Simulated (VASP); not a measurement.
**AlAs (slab): density, localisation and related maps**

The calculation's input:

```
SYSTEM = AlAs
ALGO     = Normal         ! electronic algorithm
DIPOL    = 0.5 0.5 0.500
EDIFF    = 1E-6           ! SCF threshold, eV
ENCUT    = 520            ! plane-wave cutoff, eV
GGA      = PS             ! functional
IDIPOL   = 3            
ISIF     = 2              ! what is computed and relaxed
ISMEAR   = 0              ! smearing method
KPAR     = 8            
LASPH    = .True.         ! aspherical terms in the spheres
LCHARG   = .True.         ! write CHGCAR
LDIPOL   = .True.       
LREAL    = .False.        ! projectors in reciprocal space
LVACPOTAV= .True.       
LVHAR    = .True.       
LWAVE    = .False.        ! write WAVECAR
NELM     = 100            ! most SCF steps
PREC     = Accurate       ! precision mode
SIGMA    = 0.05           ! smearing width, eV
```

Run with:

```sh
cat potpaw_PBE.64/Al/POTCAR potpaw_PBE.64/As/POTCAR > POTCAR
mpirun -np 8 vasp_std > vasp.out
```

Not relaxed (largest force 1.7 eV/Å).

Method: Kohn-Sham DFT of a periodic cell, PBEsol, VASP PAW PBE potentials, recommended (VASP).

In a PAW calculation such maps are meaningful between the atoms, not at the nuclei.

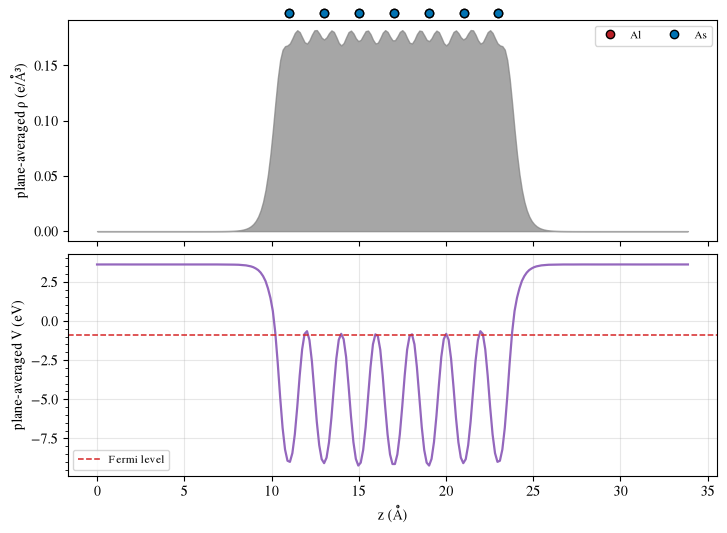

Figure 1. Plane average of the electrostatic potential (local pseudopotential plus Hartree) felt by an electron and of the valence charge density (pseudo) across the slab. Circles mark the heights of the atoms.

Q: How far above the Fermi level of the calculation is the vacuum level?

A: 4.5 eV. The slab has a gap, so the Fermi level lies inside it and this isn't a work function in the metallic sense.

Q: How thick is the slab, and how wide the vacuum?

A: The outermost nuclei are 12.0 Å apart, in 7 atomic planes; the vacuum between periodic images is 22.0 Å wide.

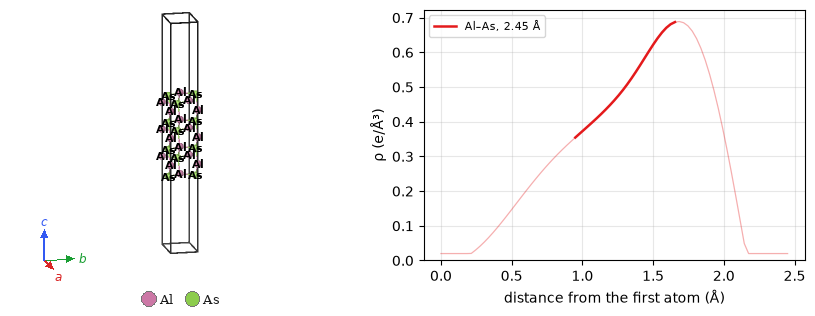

Figure 2. Valence pseudo-density along straight lines between neighbouring atoms. Thin, pale parts lie inside the atomic spheres. The structure is drawn too.

Q: What can be read from the curves?

A: Al–As (2.45 Å): ρ is about 0.46 e/Å³ halfway.
